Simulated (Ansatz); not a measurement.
## From Au to Li

System: Au (1 atom in the cell).
Method of the first run: DFT PBEsol, scalar-relativistic, plane waves, PAW, no spin polarisation (Ansatz 0.2.0).
System of the second run: Li (1 atom in the cell).

On the first run: The structure was made by swapping elements on the sites of another compound; it need not be a known phase. On the second run: The structure was made by swapping elements on the sites of another compound; it need not be a known phase. It belongs to a series of runs on one base structure; here: Cu -> Li on all its sites, cell and atoms relaxed. Text and figures count atoms from 1; the logs count them from 0 in places.

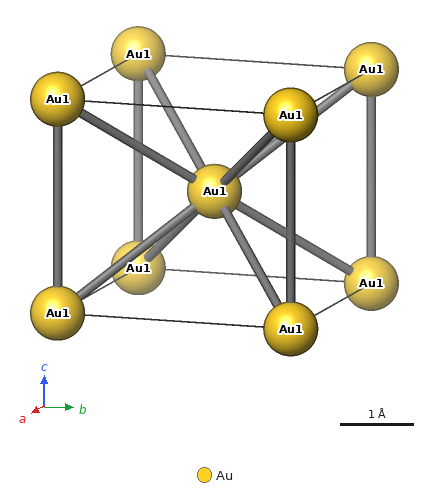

**Figure 1.** The structure as given in the input (ball-and-stick view of the cell 2 times as large as that of the calculation, set on its symmetry axes, seen slightly off an axis; atoms are numbered from 1 in the order of the input). An atom can appear more than once, as a periodic image.

### Input file, the first run
```yaml
crystal:
  lattice:
    - [-1.6899011207, 1.6899011207, 1.4941241365]
    - [1.6899011207, -1.6899011207, 1.4941241365]
    - [1.6899011207, 1.6899011207, -1.4941241365]
  atoms:
    - { symbol: Au, position: [0.0, 0.0, 0.0] }
basis:
  ecutwfc: 420
kpoints:
  mp_grid: { grid: [18, 18, 18] }
hamiltonian:
  xc: pbesol
scf:
  occupations: { method: gaussian, width: 0.1 }
output:
  forces: true
  stress: true
  eigenvalues: true
relax:
  adjacent_minimum: "off"
  f_tol: 0.01
  max_steps: 60
  cell: { stress_tol: 0.1 }
```

Launched with:
```bash
ansatz run input.yaml --threads 1 --pin off --max-ram 2560MiB --backend cpu --events-out ev --progress --plain --runs-dir out
```

Hardware: 1 thread of Intel Xeon (Granite Rapids), 192 GiB of memory available, shared host.

### Output, shortened to warnings, some set-up lines, iterations and results (the first run)
```
Basis set: ecut = 420 eV, 345 PW (Γ), exchange–correlation on 40×40×40 points (8 copies of the dense FFT grid, shifted against one another)
Symmetry: 16 space group operations
k-points: 480 of 5832
Initial density: superposition of atomic densities (neutral atoms: chi_scale 0, normalization atom), corrected by the library's trained network
[...]
SCF iter   1: F=—  HF=-13007.085829 eV  |F-HF|=—  |Δ(HF+E_count)|=         —  Δρ=7.12e-3  dr2=7.98e-3  ethr=1.77e-3  ⟨swp⟩=4.5  Hψ=33826  notcnv=0
SCF iter   2: F=—  HF=-13007.083930 eV  |F-HF|=—  |Δ(HF+E_count)|=   1.90e-3  Δρ=3.08e-3  dr2=1.41e-3  ethr=4.20e-5  ⟨swp⟩=1.0  Hψ=10560  notcnv=0
SCF iter   3: F=—  HF=-13007.083523 eV  |F-HF|=—  |Δ(HF+E_count)|=   4.07e-4  Δρ=4.59e-4  dr2=1.43e-5  ethr=7.44e-6  ⟨swp⟩=2.1  Hψ=8951  notcnv=0
SCF iter   4: F=—  HF=-13007.083533 eV  |F-HF|=—  |Δ(HF+E_count)|=   9.97e-6  Δρ=4.31e-5  dr2=1.16e-7  ethr=7.52e-8  ⟨swp⟩=2.8  Hψ=10994  notcnv=0
SCF iter   5: F=-13007.083533 eV  HF=-13007.083533 eV  |F-HF|=3.28e-9  |Δ(HF+E_count)|=   1.69e-7  Δρ=5.87e-6  dr2=4.69e-9  ethr=6.11e-10  ⟨swp⟩=2.8  Hψ=10772  notcnv=0
[... 39 lines ...]
SCF iter   3: F=—  HF=-13007.084322 eV  |F-HF|=—  |Δ(HF+E_count)|=   2.59e-6  Δρ=1.83e-6  dr2=2.03e-10  ethr=3.93e-10  ⟨swp⟩=1.0  Hψ=6720  notcnv=0
SCF iter   4: F=—  HF=-13007.084322 eV  |F-HF|=—  |Δ(HF+E_count)|=  2.42e-10  Δρ=7.39e-7  dr2=7.63e-11  ethr=1.00e-12  ⟨swp⟩=5.6  Hψ=26011  notcnv=0
SCF iter   5: F=-13007.084322 eV  HF=-13007.084322 eV  |F-HF|=5.46e-12  |Δ(HF+E_count)|=  1.82e-11  Δρ=2.90e-7  dr2=1.14e-11  ethr=1.00e-12  ⟨swp⟩=4.0  Hψ=18931  notcnv=0
SCF 7 converged in 5 iterations: F = -13007.084322 eV  dr2 = 1.14e-11
relax step   7: F+E_penalty+E_count = -13007.08432242 eV  Δ(F+E_penalty+E_count) = -5.968e-6 eV  max|allowed force component| = 0.000e0 eV/Å  Δτ_max = 0.0000 Å  P = -0.035 …
basis re-selected at this cell: Δ(F+E_penalty+E_count) = -5.968e-6 eV, ΔP = -0.001 GPa vs the last step (what re-selecting the basis moved, of the pressure what is left beyond the Pulay correction that the steps carried, after the strain that the cell walked since its last selection, with what the …
SCF converged after 5 iterations
Free energy (F): -13007.084322 eV
Harris-Foulkes:  -13007.084322 eV  (|F-HF|=5.46e-12)
Internal energy: -13007.083008 eV  (E = F + TS)
E sigma→0 (E₀):  -13007.083665 eV
Entropy (-TS):   -0.001314 eV (-1.314 meV/atom)
Fermi energy:    20.450650 eV
--- Per-component energies (eV) ---
  E_band       = -212.223756
  E_kinetic    = 604.641857
  E_local      = -1713.411630  (includes V_loc(G=0)·N_el)
  E_nonlocal   = 77.466170
  E_hartree    = 728.622892
  E_xc         = -226.648313
  E_vxc        = -274.697062  (∫ρ·V_xc dr)
  E_paw        = -9565.625477  (= ΣΔE_a)
  E_vpaw       = -363.470469  (= ΣTr[D̂ρ^β])
  E_aug_tail   = 0.001415  (compensation charges beyond the density's cutoff)
  E_ewald      = -2912.439400
  E_core_change = 0.309479  (= ΣΔE_core)
  E_smearing   = -0.001314  (= −TS)
  E_closure    = -0.000000  (closes the sum)
  Σ components = -13007.084322   (vs F -13007.084322, Δ=0.00e0)
--- Forces (eV/Å), atoms counted from 1 ---
  atom   1  Au     0.00000000     0.00000000     0.00000000
  max |Σ_I F_I| component: 9.86e-32 eV/Å
--- Stress (GPa, compression-positive) ---
       -0.033670      -0.000000       0.000000
       -0.000000      -0.033670       0.000000
        0.000000       0.000000      -0.036782
  P = ⅓ Tr σ = -0.0347 GPa (-0.347 kbar)
--- Relaxed structure (6 steps of the walk, 5 accepted, 1 SCFs on fresh bases) ---
  F+E_penalty+E_count = -13007.08432242 eV   max|allowed force component| = 0.000e0 eV/Å   (the final SCF, on the basis selected at the relaxed cell)
  cell:  # Å, volume = 17.0876 Å³
    - [-1.7059597737463195, 1.7059597737463195, 1.4678591326798687]
    - [1.7059597737463195, -1.7059597737463195, 1.4678591326798687]
    - [1.7059597737463195, 1.7059597737463195, -1.4678591326798687]
  atoms:
    - { symbol: Au, position: [0.0, 0.0, 0.0] }
```

For the second run the input was changed thus:
```diff
-    - [-1.6899011207, 1.6899011207, 1.4941241365]
-    - [1.6899011207, -1.6899011207, 1.4941241365]
-    - [1.6899011207, 1.6899011207, -1.4941241365]
+    - [-1.7550873431, 1.7550873431, 1.6278843565]
+    - [1.7550873431, -1.7550873431, 1.6278843565]
+    - [1.7550873431, 1.7550873431, -1.6278843565]
-    - { symbol: Au, position: [0.0, 0.0, 0.0] }
+    - { symbol: Li, position: [0.0, 0.0, 0.0] }
```

What does this change do to the results?

The total energies belong to different systems, so their difference says nothing on which is more stable or more accurate. The volume per atom goes from 17.09 to 20.23 Å³. The SCF takes 28 iterations over all geometry steps against 35.

### Output, shortened to warnings, some set-up lines, iterations and results (the second run)
```
Basis set: ecut = 420 eV, 381 PW (Γ), exchange–correlation on 40×40×40 points (8 copies of the dense FFT grid, shifted against one another)
Symmetry: 16 space group operations
k-points: 480 of 5832
Initial density: superposition of atomic densities (neutral atoms: chi_scale 0, normalization atom), corrected by the library's trained network
[...]
SCF iter   1: F=—  HF=-202.999129 eV  |F-HF|=—  |Δ(HF+E_count)|=         —  Δρ=1.45e-3  dr2=1.37e-4  ethr=1.77e-3  ⟨swp⟩=4.1  Hψ=22151  notcnv=0
SCF iter   2: F=—  HF=-202.998637 eV  |F-HF|=—  |Δ(HF+E_count)|=   4.92e-4  Δρ=5.59e-4  dr2=1.98e-5  ethr=4.56e-6  ⟨swp⟩=2.2  Hψ=7292  notcnv=0
SCF iter   3: F=—  HF=-202.998552 eV  |F-HF|=—  |Δ(HF+E_count)|=   8.51e-5  Δρ=2.02e-5  dr2=4.53e-8  ethr=6.60e-7  ⟨swp⟩=2.0  Hψ=3429  notcnv=0  defer=1
SCF iter   4: F=-202.998548 eV  HF=-202.998548 eV  |F-HF|=5.34e-10  |Δ(HF+E_count)|=   3.80e-6  Δρ=1.84e-6  dr2=5.37e-10  ethr=1.51e-9  ⟨swp⟩=2.2  Hψ=3430  notcnv=0  defer=1
SCF iter   5: F=-202.998548 eV  HF=-202.998548 eV  |F-HF|=0.00e0  |Δ(HF+E_count)|=  5.82e-10  Δρ=3.10e-8  dr2=1.23e-13  ethr=1.79e-11  ⟨swp⟩=2.0  Hψ=3434  notcnv=0  defer=1
[... 34 lines ...]
SCF iter   1: F=—  HF=-202.999356 eV  |F-HF|=—  |Δ(HF+E_count)|=         —  Δρ=1.37e-4  dr2=8.58e-8  ethr=2.99e-9  ⟨swp⟩=3.0  Hψ=30848  notcnv=0
SCF iter   2: F=—  HF=-202.999333 eV  |F-HF|=—  |Δ(HF+E_count)|=   2.33e-5  Δρ=6.87e-5  dr2=2.14e-8  ethr=2.86e-9  ⟨swp⟩=2.0  Hψ=3374  notcnv=0
SCF iter   3: F=-202.999326 eV  HF=-202.999326 eV  |F-HF|=5.18e-11  |Δ(HF+E_count)|=   6.04e-6  Δρ=6.27e-7  dr2=3.81e-11  ethr=1.33e-12  ⟨swp⟩=3.0  Hψ=9413  notcnv=0
SCF 8 converged in 3 iterations: F = -202.999326 eV  dr2 = 3.81e-11
relax step   8: F+E_penalty+E_count = -202.99932650 eV  Δ(F+E_penalty+E_count) = +1.750e-6 eV  max|allowed force component| = 0.000e0 eV/Å  Δτ_max = 0.0000 Å  P = +0.001 GPa  …
basis re-selected at this cell: Δ(F+E_penalty+E_count) = +1.750e-6 eV, ΔP = -0.000 GPa vs the last step (what re-selecting the basis moved, of the pressure what is left beyond the Pulay correction that the steps carried, after the strain that the cell walked since its last selection, with what the …
SCF converged after 3 iterations
Free energy (F): -202.999326 eV
Harris-Foulkes:  -202.999326 eV  (|F-HF|=5.18e-11)
Internal energy: -202.996807 eV  (E = F + TS)
E sigma→0 (E₀):  -202.998067 eV
Entropy (-TS):   -0.002520 eV (-2.520 meV/atom)
Fermi energy:    1.033021 eV
--- Per-component energies (eV) ---
  E_band       = -90.133696
  E_kinetic    = 21.172746
  E_local      = -131.914519  (includes V_loc(G=0)·N_el)
  E_nonlocal   = -33.195466
  E_hartree    = 39.109085
  E_xc         = -9.892316
  E_vxc        = -12.807721  (∫ρ·V_xc dr)
  E_paw        = -19.589483  (= ΣΔE_a)
  E_vpaw       = -11.606917  (= ΣTr[D̂ρ^β])
  E_aug_tail   = 0.000004  (compensation charges beyond the density's cutoff)
  E_ewald      = -68.686858
  E_smearing   = -0.002520  (= −TS)
  E_closure    = -0.000000  (closes the sum)
  Σ components = -202.999326   (vs F -202.999326, Δ=0.00e0)
--- Forces (eV/Å), atoms counted from 1 ---
  atom   1  Li     0.00000000     0.00000000     0.00000000
  max |Σ_I F_I| component: 2.47e-32 eV/Å
--- Stress (GPa, compression-positive) ---
        0.000447       0.000000      -0.000000
        0.000000       0.000447      -0.000000
       -0.000000      -0.000000       0.001345
  P = ⅓ Tr σ = 0.0007 GPa (0.007 kbar)
--- Relaxed structure (7 steps of the walk, 7 accepted, 1 SCFs on fresh bases) ---
  F+E_penalty+E_count = -202.99932650 eV   max|allowed force component| = 0.000e0 eV/Å   (the final SCF, on the basis selected at the relaxed cell)
  cell:  # Å, volume = 20.2335 Å³
    - [-1.7169989505116465, 1.7169989505116465, 1.7158198212707938]
    - [1.7169989505116465, -1.7169989505116465, 1.7158198212707938]
    - [1.7169989505116465, 1.7169989505116465, -1.7158198212707938]
  atoms:
    - { symbol: Li, position: [0.0, 0.0, 0.0] }
```

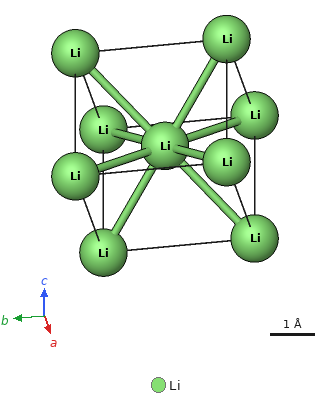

**Figure 2.** The input structure of the second run (ball-and-stick view of the cell 2 times as large as that of the calculation, set on its symmetry axes, seen at an oblique angle). An atom can appear more than once, as a periodic image.

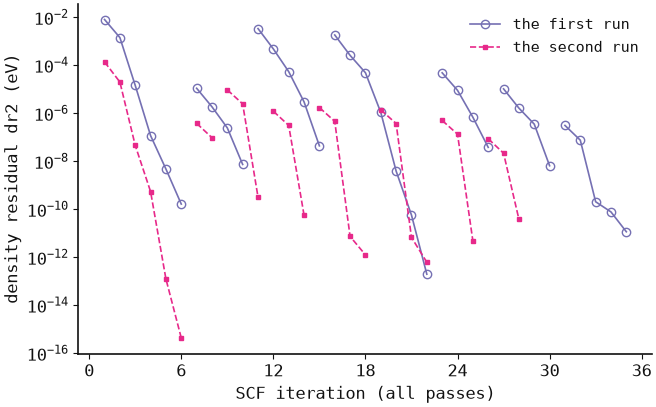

**Figure 3.** Convergence of the two runs: density residual dr2 against the SCF iteration. A break in a curve parts two SCF passes. The first run takes 35 iterations in all, and the second run takes 28.

### The two runs side by side

| quantity | the first run | the second run |
| --- | --- | --- |
| outcome | converged | converged |
| free energy per atom (eV) | −13007.0843 | −202.9993 |
| energy per atom, smearing taken to zero (eV) | −13007.0837 | −202.9981 |
| gap on the mesh (eV) | 0.00 | 0.00 |
| pressure (GPa) | −0.03 | 0.00 |
| volume per atom (Å³) | 17.09 | 20.23 |
| largest force (eV/Å) | 0.000 | 0.000 |
| SCF iterations | 35 | 28 |
| irreducible k-points | 480 | 480 |
| wall time (shared host) | 22 s | 16 s |

For the first run: Spin–orbit coupling is left out, which matters for Au.
